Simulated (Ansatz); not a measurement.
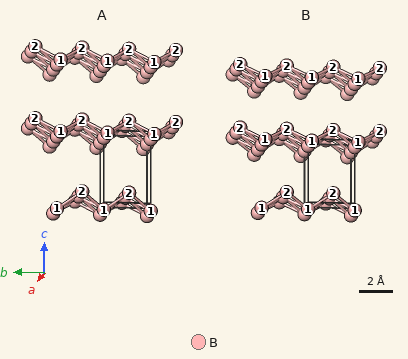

Two geometries of crystalline B (a generated structure, set up in Pmmn), drawn at one scale. One is the start of a relaxation, the other its converged end. Style: ball-and-stick. Shown: the cell of the calculation, repeated 1 × 2 × 2 with one cell outlined, from a free direction.

Method: DFT PBE, scalar-relativistic, plane waves, PAW in Ansatz 0.2.0. Set-up: plane-wave cutoff 420 eV; k-point mesh 34 × 20 × 12; occupations gaussian; smearing width 0.1 eV; no spin polarisation; cell and atoms relaxed; force threshold 0.01 eV/Å; at most 80 steps.

Q: Which geometry has the lower energy?

A: Structure B is the relaxed one. The largest moves relative to the cell, 0.019 Å, are those of B1 and B2. B1 goes along −c. The drawn cell changes as follows: a 1.607 → 1.624 Å (+1.1 %), b 2.886 → 2.865 Å (−0.7 %), c 4.467 → 3.929 Å (−12.0 %); the volume changes by −11.8 %. Near-neighbour distances that change, for instance: B1–B2 1.898 → 1.858 Å, B1–B1 1.607 → 1.624 Å. Among the angles between lasting bonds that change: B2–B1–B2 121.0° → 124.8°. The space group stays Pmmn (No. 59). After 8 accepted moves (10 points after the start) the energy has fallen by 13.9 meV per atom. Largest force component: 0.26 eV/Å at the start, 0.0025 eV/Å at the end. Pressure: 0.03 GPa at the start and 0.03 GPa at the end. The SCF was repeated twice at an unchanged geometry on a basis and grid sized afresh for the cell, which shifted the energy by 0.7 meV per atom at most. The run took 5.4 min on 1 thread of Intel(R) Xeon(R) Processor @ 2.50GHz (Skylake/Cascade Lake), with other jobs on the host, peak memory 0.59 GiB.
